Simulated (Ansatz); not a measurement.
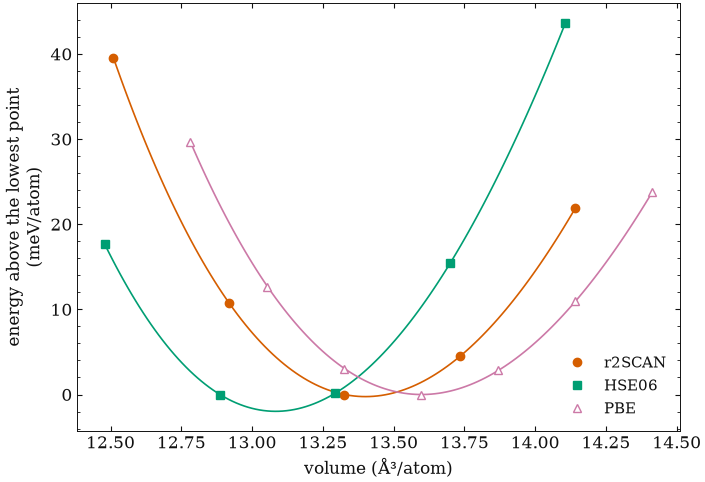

The figure shows the energy above the lowest point against volume, with one curve for each functional, for CeO₂ (space group Fm-3m).

How it was computed, with Ansatz 0.2.0 development build: equation of state of a cubic crystal from periodic Kohn-Sham density functional theory without spin, third-order Birch-Murnaghan fit to the free energies; pressure corrected for the finite basis.

structure type fluorite; atoms in cell 3; space group number 225; lattice centring face-centred primitive; occupation method Fermi–Dirac; datasets soft-1 PAW; density tolerance 1e−07 eV; density cutoff ratio 4; search for lower states default.

Settings that differ: r2SCAN: wave cutoff 500 eV, k mesh 11×11×11, occupation width 0.1 eV; HSE06: wave cutoff 420 eV, k mesh 4×4×4, exchange singularity Wigner-Seitz, occupation width 0.05 eV; PBE: wave cutoff 420 eV, k mesh 34×34×34, occupation width 0.0612 eV.

### Order the curves by fitted equilibrium volume, smallest first.

HSE06 13.08, r2SCAN 13.40, PBE 13.60 Å³/atom.

### Order the curves by fitted bulk modulus, smallest first.

PBE 173, r2SCAN 191, HSE06 208 GPa.

Limits of the calculation: modest k-mesh, values are not fully converged in k (HSE06).
